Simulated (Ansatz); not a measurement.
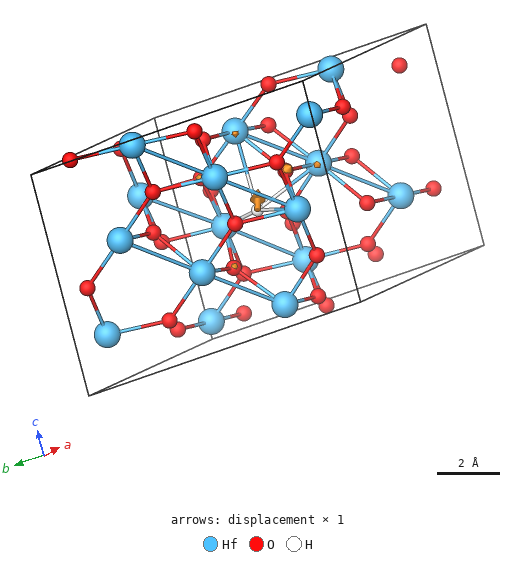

This is a relaxation of a defect cell of composition Hf16HO32 (cell charge −1). The starting structure is drawn; orange arrows show the displacements, at their true length.

Style: ball-and-stick. Shown: the cell of the calculation (origin shifted), from a free direction.

Case: H interstitial, charge -1, atoms relaxed at the host's cell.

Theory: DFT PBEsol, scalar-relativistic, plane waves, PAW in Ansatz. Set-up: plane-wave cutoff 420 eV; k-point mesh 2 × 2 × 2; occupations gaussian; smearing width 0.01 eV; mesh shifted by (0.5, 0.5, 0.5); no spin polarisation; atoms relaxed in a fixed cell; force threshold 0.025 eV/Å; at most 45 steps.

> Which element moves most?

Hydrogen: up to 0.85 Å, against 0.38 Å for oxygen.

> What happened in the run?

The largest move is that of the H atom, 0.85 Å along [3 1 2]. By element the largest moves are H 0.85 Å, O 0.38 Å, Hf 0.22 Å. The cell doesn't change. Near-neighbour distances that change, for instance: H–Hf 2.708 → 2.013 Å, H–Hf 2.778 → 3.327 Å, Hf–Hf 3.741 → 3.458 Å, Hf–Hf 3.247 → 3.065 Å. Among the angles between lasting bonds that change: Hf–O–Hf 125.9° → 111.1°, Hf–O–Hf 133.0° → 143.1°, Hf–O–Hf 102.8° → 93.5°. The energy falls by 1.736 eV per cell of the calculation in 8 geometry steps. The largest force component goes from 2.8 to 0.018 eV/Å.

Limits of the set-up: the cell is charged, on a uniform background, and energies carry no finite-size correction.
